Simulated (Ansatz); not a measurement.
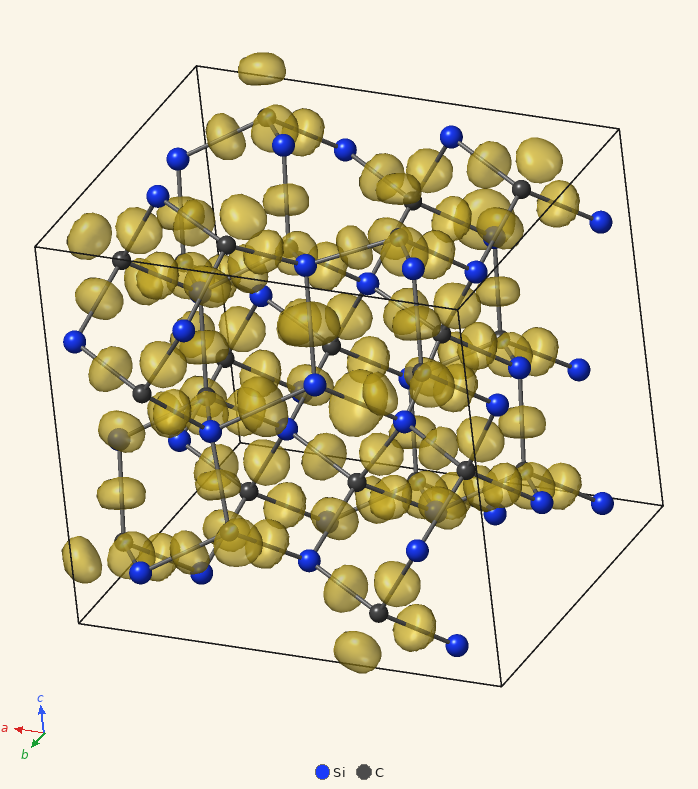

Figure 1: Si₂₅C₂₃ (cell charge +1, with a compensating background) (cell with a defect). Isosurface of the ELF at 0.85 (yellow), seen at an oblique angle. Only the valence region is drawn (cores and ρ < 0.01 e/Å³ removed). Sticks mark near contacts.

Spin-polarised.

Method: DFT PBE, scalar-relativistic, plane waves, PAW in Ansatz 0.2.0.

Core electrons are frozen (PAW), and the valence fields are smoothed inside the atomic spheres.

Input file:

```
crystal:
  lattice:
    - [3.0919365161, 5.3553911397, 5.0742922929]
    - [-6.1838730322, 0.0, 5.0742922929]
    - [3.0919365161, -5.3553911397, 5.0742922929]
  atoms:
    - { symbol: Si, position: [0.3156375728, 0.6489709061, 0.4823042394], spin: 0.2 }
    - { symbol: Si, position: [0.6653598672, 0.9986932005, 0.8320265338] }
    - { symbol: Si, position: [0.5015177921, 0.8334914164, 0.1703040292] }
    - { symbol: Si, position: [0.500158083, 0.3369706959, 0.6681844588] }
    - { symbol: Si, position: [0.3329420088, 0.1678327238, 1.0027257605] }
    - { symbol: Si, position: [0.6654426241, 0.4991499726, 0.3322680472] }
    - { symbol: Si, position: [1.0036373625, 0.8348511255, 0.6668247497] }
    - { symbol: Si, position: [0.8360590939, 0.6662753421, 1.0011660571] }
    - { symbol: Si, position: [0.1656013805, 0.9987759574, 0.3324833059] }
    - { symbol: Si, position: [0.8344993905, 0.1693924272, 0.4996086754] }
    - { symbol: Si, position: [0.1658166392, 0.4989347139, 0.8321092908] }
    - { symbol: Si, position: [0.9995318317, 0.332865165, 0.1661984984] }
    - { symbol: Si, position: [0.5063224893, 0.650953749, 0.8622737509], spin: 0.2 }
    - { symbol: Si, position: [0.8356390492, 1.0012724399, 0.1618319263] }
    - { symbol: Si, position: [0.6956070842, 0.8396558226, 0.4842870823], spin: 0.2 }
    - { symbol: Si, position: [0.6679391066, 0.328498593, 1.0023057159] }
    - { symbol: Si, position: [0.4997045399, 0.1667270533, 0.3354616021] }
    - { symbol: Si, position: [0.83339372, 0.5021282688, 0.6663712066] }
    - { symbol: Si, position: [0.1687949355, 0.8330378732, 1.0000603866] }
    - { symbol: Si, position: [0.9990509407, 0.6644229031, 0.3277289713] }
    - { symbol: Si, position: [0.3176204156, 1.0289404175, 0.6729891559], spin: 0.2 }
    - { symbol: Si, position: [0.9951652597, 0.1689723826, 0.8346057733] }
    - { symbol: Si, position: [0.3310895697, 0.4943956379, 0.1657176074] }
    - { symbol: Si, position: [0.1610623046, 0.3323842741, 0.4977562364] }
    - { symbol: Si, position: [0.4580463497, 0.7913796831, 0.6247130164], spin: 0.2 }
    - { symbol: C, position: [0.7908156281, 0.1241489614, 0.9574822948] }
    - { symbol: C, position: [0.6299026026, 0.9632591196, 0.286257566] }
    - { symbol: C, position: [0.6299257862, 0.4529242327, 0.7965692692] }
    - { symbol: C, position: [0.4589878413, 0.2898118528, 0.1271476708] }
    - { symbol: C, position: [0.7969676585, 0.6209966393, 0.4536309194] }
    - { symbol: C, position: [0.1195908994, 0.9632359359, 0.7965924529] }
    - { symbol: C, position: [0.9604810041, 0.7923211746, 0.1231451862] }
    - { symbol: C, position: [0.2869642528, 0.1303009918, 0.4543299727] }
    - { symbol: C, position: [0.9564785195, 0.2938143375, 0.6256545079] }
    - { symbol: C, position: [0.287663306, 0.6202975861, 0.9636343252] }
    - { symbol: C, position: [0.1243753501, 0.4577086835, 0.2910420168] }
    - { symbol: C, position: [0.287027551, 0.4506684014, 0.6241375259] }
    - { symbol: C, position: [0.629511873, 0.7921311107, 0.9666609368] }
    - { symbol: C, position: [0.4574708593, 0.6203608843, 0.2840017348] }
    - { symbol: C, position: [0.4587977774, 0.1333276035, 0.7961785396] }
    - { symbol: C, position: [0.293635715, 0.9580675042, 0.1256927575] }
    - { symbol: C, position: [0.6247341709, 0.2923594242, 0.4603023816] }
    - { symbol: C, position: [0.9590260908, 0.6269690483, 0.7914008376] }
    - { symbol: C, position: [0.7920990856, 0.4574697818, 0.1251054974] }
    - { symbol: C, position: [0.1173350681, 0.7908041926, 0.4536942177] }
    - { symbol: C, position: [0.7999942701, 0.9628452063, 0.6254644441] }
    - { symbol: C, position: [0.1241364485, 0.2917721641, 0.9587657523] }
    - { symbol: C, position: [0.9584388308, 0.125432419, 0.2908031152] }
  host:
    lattice:
      - [3.0919365161, 0.0, 0.0]
      - [-1.545968258, 2.6776955698, 0.0]
      - [0.0, 0.0, 5.0742922929]
    atoms:
      - { symbol: Si, position: [0.3333333333, 0.6666666667, 0.4995817072] }
      - { symbol: Si, position: [0.6666666667, 0.3333333333, 0.9995817072] }
      - { symbol: C, position: [0.3333333333, 0.6666666667, 0.8754182928] }
      - { symbol: C, position: [0.6666666667, 0.3333333333, 0.3754182928] }
total_charge: 1
basis:
  ecutwfc: 420
  xc_grid: 2
kpoints:
  mp_grid: { grid: [2, 2, 2], shift: [0.5, 0.5, 0.5] }
hamiltonian:
  xc: pbe
scf:
  occupations: { method: gaussian, width: 0.01 }
output:
  forces: true
  stress: false
  eigenvalues: true
  populations: true
  charged_corrections:
    defect_position: [0.45847276, 0.7918061, 0.62513943]
    epsilon: [[10.2148, 0.0, 0.0], [0.0, 10.2148, 0.0], [0.0, 0.0, 11.3838]]
  write_density: true
  write_potential: true
  elf: true
  volumetric_format: npy
magnetization:
  spin_polarized: true
relax:
  adjacent_minimum: "off"
  f_tol: 0.025
  max_steps: 45
```

Launched as:

```sh
ansatz run input.yaml --threads 4 --pin off --max-ram 10240MiB --backend cpu --events-out ev --progress --plain --runs-dir out
```

The fields are those of the run's last geometry, not of the input's.

> What do the ELF domains correspond to?

The surface consists of 92 regions between bonded C–Si atoms and four regions between bonded Si–Si atoms, counted in one cell of 48 atoms. Regions shared between cells count once.

Values along the shortest contacts:
Si–C (1.87 Å): the ELF peaks at about 0.90 between the atoms. Si–Si (2.17 Å): the ELF peaks at about 1 between the atoms.

> Does the calculation give a band gap?

It is gapless in this calculation (a metal or semimetal).
